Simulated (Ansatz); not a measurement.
# LiCl: a changed input and its effect

System: LiCl (Pm-3m, 2 atoms in the cell).
Method of the first run: DFT, PBE, plane waves, PAW, no spin polarisation (Ansatz 0.2.0).

The structure was built on a prototype by a generator. The geometry comes from this level: r2SCAN (a point of a series of strains). Text and figures count atoms from 1; the logs count them from 0 in places.

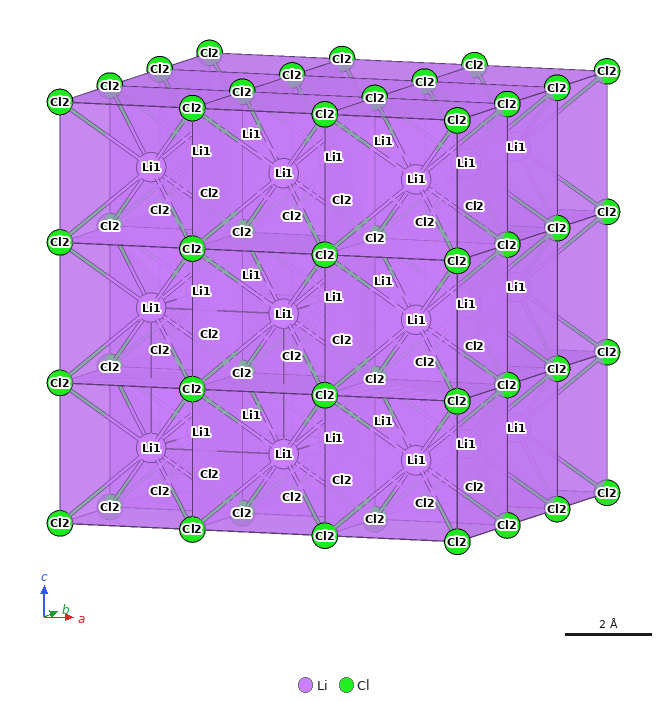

The structure (polyhedral view of the cell of the calculation, repeated 2 × 2 × 2, seen slightly off an axis; polyhedra are completed across the faces of the cell; atoms are numbered from 1 in the order of the input).

## Input, the first run
```yaml
crystal:
  lattice:
    - [3.3286953527, 0.0, 0.0]
    - [0.0, 3.3286953527, 0.0]
    - [0.0, 0.0, 3.3286953527]
  atoms:
    - { symbol: Li, position: [0.0, 0.0, 0.0] }
    - { symbol: Cl, position: [0.5, 0.5, 0.5] }
kpoints:
  mp_grid: { grid: [8, 8, 8] }
  band_path:
    path:
      - [0.0, 0.0, 0.0]
      - [0.0, 0.5, 0.0]
      - [0.5, 0.5, 0.0]
      - [0.5, 0.5, 0.5]
      - [0.0, 0.5, 0.5]
    npoints: 1
hamiltonian:
  xc: pbe
scf:
  occupations: { method: fermi_dirac, width: 0.02 }
  n_extra_bands: 4
output:
  forces: true
  stress: true
  eigenvalues: true
  write_density: true
  write_potential: true
  elf: true
  volumetric_format: npy
```

Command:
```bash
ansatz run input.yaml --threads 4 --pin off --max-ram 3686MiB --backend cpu --events-out ev --progress --plain --runs-dir out
```

Hardware: 4 threads of an x86-64 CPU, shared host.

## Output, shortened to warnings, some set-up lines, iterations and results (the first run)
```
Basis set: ecut = 420 eV, 739 PW (Γ), exchange–correlation on 48×48×48 points (8 copies of the dense FFT grid, shifted against one another)
Symmetry: 48 space group operations
k-points: 35 of 512
Initial density: superposition of atomic densities (neutral atoms: chi_scale 0, normalization atom), corrected by the library's trained network
[...]
SCF iter   1: F=—  HF=-1287.262968 eV  |F-HF|=—  |Δ(HF+E_count)|=         —  Δρ=3.88e-4  dr2=6.20e-5  ethr=1.77e-3  ⟨swp⟩=6.9  Hψ=2199  notcnv=0
SCF iter   2: F=—  HF=-1287.262853 eV  |F-HF|=—  |Δ(HF+E_count)|=   1.15e-4  Δρ=5.55e-4  dr2=2.20e-4  ethr=6.20e-7  ⟨swp⟩=2.8  Hψ=889  notcnv=0
SCF iter   3: F=—  HF=-1287.262825 eV  |F-HF|=—  |Δ(HF+E_count)|=   2.86e-5  Δρ=4.58e-4  dr2=1.51e-4  ethr=6.20e-7  ⟨swp⟩=1.0  Hψ=315  notcnv=0
SCF iter   4: F=—  HF=-1287.262794 eV  |F-HF|=—  |Δ(HF+E_count)|=   3.04e-5  Δρ=2.31e-4  dr2=2.93e-5  ethr=6.20e-7  ⟨swp⟩=2.1  Hψ=410  notcnv=0
SCF iter   5: F=—  HF=-1287.262791 eV  |F-HF|=—  |Δ(HF+E_count)|=   3.60e-6  Δρ=4.38e-4  dr2=1.14e-4  ethr=2.93e-7  ⟨swp⟩=2.0  Hψ=469  notcnv=0  recentre
SCF iter   6: F=—  HF=-1287.262775 eV  |F-HF|=—  |Δ(HF+E_count)|=   1.54e-5  Δρ=3.53e-4  dr2=8.03e-5  ethr=2.93e-7  ⟨swp⟩=1.0  Hψ=315  notcnv=0
SCF iter   7: F=—  HF=-1287.262757 eV  |F-HF|=—  |Δ(HF+E_count)|=   1.87e-5  Δρ=1.96e-4  dr2=2.51e-5  ethr=2.93e-7  ⟨swp⟩=2.2  Hψ=442  notcnv=0
SCF iter   8: F=—  HF=-1287.262749 eV  |F-HF|=—  |Δ(HF+E_count)|=   7.34e-6  Δρ=6.59e-5  dr2=2.87e-6  ethr=2.51e-7  ⟨swp⟩=2.0  Hψ=425  notcnv=0
SCF iter   9: F=-1287.262748 eV  HF=-1287.262748 eV  |F-HF|=6.22e-8  |Δ(HF+E_count)|=   8.85e-7  Δρ=1.15e-5  dr2=9.05e-8  ethr=1.00e-9  ⟨swp⟩=5.9  Hψ=1638  notcnv=0
SCF 1 converged in 9 iterations: F = -1287.262748 eV  dr2 = 9.05e-8
NSCF: frozen V_eff on 5 k-points
SCF converged after 9 iterations
Free energy (F): -1287.262748 eV
Harris-Foulkes:  -1287.262748 eV  (|F-HF|=6.22e-8)
Internal energy: -1287.262748 eV  (E = F + TS)
E sigma→0 (E₀):  -1287.262748 eV
Fermi energy:    4.277218 eV
--- Per-component energies (eV) ---
  E_band       = -106.617635
  E_kinetic    = 182.594090
  E_local      = -336.996882  (includes V_loc(G=0)·N_el)
  E_nonlocal   = -4.867695
  E_hartree    = 99.309513
  E_xc         = -118.241623
  E_vxc        = -136.359277  (∫ρ·V_xc dr)
  E_paw        = -680.265912  (= ΣΔE_a)
  E_vpaw       = -9.602775  (= ΣTr[D̂ρ^β])
  E_aug_tail   = 0.000100  (compensation charges beyond the density's cutoff)
  E_ewald      = -428.794339
  E_smearing   = -0.000000  (= −TS)
  E_closure    = 0.000000  (closes the sum)
  Σ components = -1287.262748   (vs F -1287.262748, Δ=0.00e0)
--- Forces (eV/Å), atoms counted from 1 ---
  atom   1  Li    -0.00000000     0.00000000    -0.00000000
  atom   2  Cl     0.00000000     0.00000000     0.00000000
  max |Σ_I F_I| component: 9.70e-30 eV/Å
--- Stress (GPa, compression-positive) ---
       -1.242577       0.000000      -0.000000
        0.000000      -1.242577      -0.000000
       -0.000000       0.000000      -1.242577
  P = ⅓ Tr σ = -1.2426 GPa (-12.426 kbar)
```

For the second run the input was changed thus:
```diff
-  xc: pbe
+  xc: r2scan
-  occupations: { method: fermi_dirac, width: 0.02 }
+  occupations: { method: fixed }
-  write_density: true
-  write_potential: true
-  elf: true
-  volumetric_format: npy
```

How does the second run compare with the first run?

The total energies belong to different methods, so their difference says nothing on which is more stable or more accurate. The gap on the mesh goes from 4.22 to 5.04 eV. The pressure goes from −1.24 to −1.56 GPa. The functional changes from PBE to r2SCAN. The SCF takes 6 iterations against 9. The default cutoff goes from 420 to 500 eV with the change. The plane waves at Γ go from 739 to 925.

## Output, shortened to warnings, some set-up lines, iterations and results (the second run)
```
Basis set: ecut = 500 eV, 925 PW (Γ), exchange–correlation on 100×100×100 points (64 copies of the dense FFT grid, shifted against one another)
Symmetry: 48 space group operations
k-points: 35 of 512
Initial density: superposition of atomic densities (neutral atoms: chi_scale 0, normalization atom), corrected by the library's trained network
[...]
SCF iter   1: F=—  HF=-1292.153765 eV  |F-HF|=—  |Δ(HF+E_count)|=         —  Δρ=4.18e-3  dr2=3.08e-3  dr2_τ=1.46e-3  ethr=1.77e-3  ⟨swp⟩=5.3  Hψ=2005  notcnv=0  defer=59
SCF iter   2: F=—  HF=-1292.174350 eV  |F-HF|=—  |Δ(HF+E_count)|=   2.06e-2  Δρ=1.98e-3  dr2=7.90e-4  dr2_τ=3.91e-5  ethr=3.08e-5  ⟨swp⟩=2.3  Hψ=835  notcnv=0  defer=54
SCF iter   3: F=—  HF=-1292.174550 eV  |F-HF|=—  |Δ(HF+E_count)|=   2.00e-4  Δρ=5.79e-4  dr2=1.03e-4  dr2_τ=2.34e-5  ethr=7.90e-6  ⟨swp⟩=3.0  Hψ=568  notcnv=0  defer=62
SCF iter   4: F=—  HF=-1292.174530 eV  |F-HF|=—  |Δ(HF+E_count)|=   1.92e-5  Δρ=5.91e-5  dr2=1.81e-6  dr2_τ=7.00e-8  ethr=1.03e-6  ⟨swp⟩=2.2  Hψ=434  notcnv=0  defer=11
SCF iter   5: F=—  HF=-1292.174537 eV  |F-HF|=—  |Δ(HF+E_count)|=   7.07e-6  Δρ=1.13e-5  dr2=1.24e-8  dr2_τ=3.59e-9  ethr=1.81e-8  ⟨swp⟩=2.1  Hψ=443  notcnv=0
SCF iter   6: F=-1292.174537 eV  HF=-1292.174537 eV  |F-HF|=1.49e-10  |Δ(HF+E_count)|=   3.86e-8  Δρ=1.41e-6  dr2=1.15e-9  dr2_τ=1.28e-10  ethr=1.24e-10  ⟨swp⟩=3.3  Hψ=1579  …
SCF 1 converged in 6 iterations: F = -1292.174537 eV  dr2 = 1.15e-9
NSCF: frozen V_eff on 5 k-points
SCF converged after 6 iterations
Free energy (F): -1292.174537 eV
Harris-Foulkes:  -1292.174537 eV  (|F-HF|=1.49e-10)
Internal energy: -1292.174537 eV  (E = F + TS)
E sigma→0 (E₀):  -1292.174537 eV
Fermi energy:    1.828519 eV
--- Per-component energies (eV) ---
  E_band       = -113.810882
  E_kinetic    = 182.488539
  E_local      = -336.873858  (includes V_loc(G=0)·N_el)
  E_nonlocal   = -5.090564
  E_hartree    = 99.575863
  E_xc         = -115.013893
  E_vxc        = -150.370962  (∫ρ·V_xc dr)
  E_paw        = -688.329827  (= ΣΔE_a)
  E_vpaw       = -11.242258  (= ΣTr[D̂ρ^β])
  E_aug_tail   = -0.000052  (compensation charges beyond the density's cutoff)
  E_vtau       = 8.127013  (kinetic-family band-sum trace: ∫τ·v_τ [+ j·A + Jᵃ·Aᵃ] dr)
  E_ewald      = -428.794339
  E_core_change = -0.136407  (= ΣΔE_core)
  E_smearing   = -0.000000  (= −TS)
  E_closure    = 0.000000  (closes the sum)
  Σ components = -1292.174537   (vs F -1292.174537, Δ=0.00e0)
--- Forces (eV/Å), atoms counted from 1 ---
  atom   1  Li    -0.00000000     0.00000000    -0.00000000
  atom   2  Cl    -0.00000000    -0.00000000     0.00000000
  max |Σ_I F_I| component: 1.72e-30 eV/Å
--- Stress (GPa, compression-positive) ---
       -1.562453      -0.000000       0.000000
       -0.000000      -1.562453       0.000000
        0.000000      -0.000000      -1.562453
  P = ⅓ Tr σ = -1.5625 GPa (-15.625 kbar)
```

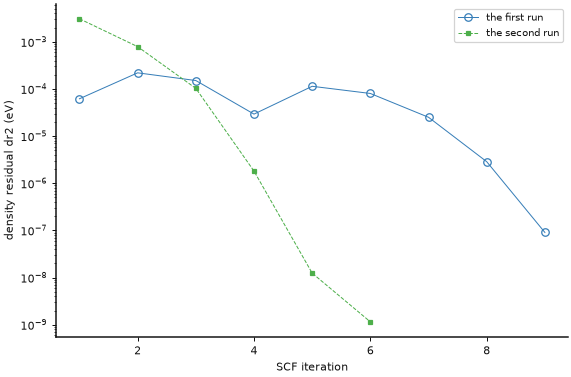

Convergence of the two runs: density residual dr2 against the SCF iteration. The first run takes 9 iterations in all, and the second run takes 6.

## The two runs side by side

| quantity | the first run | the second run |
| --- | --- | --- |
| outcome | converged | converged |
| free energy per atom (eV) | −643.6314 | −646.0873 |
| gap on the mesh (eV) | 4.22 | 5.04 |
| pressure (GPa) | −1.24 | −1.56 |
| largest force (eV/Å) | 0.000 | 0.000 |
| SCF iterations | 9 | 6 |
| irreducible k-points | 35 | 35 |
| plane waves at Γ | 739 | 925 |
| wall time (shared host) | 1.2 s | 2.2 s |
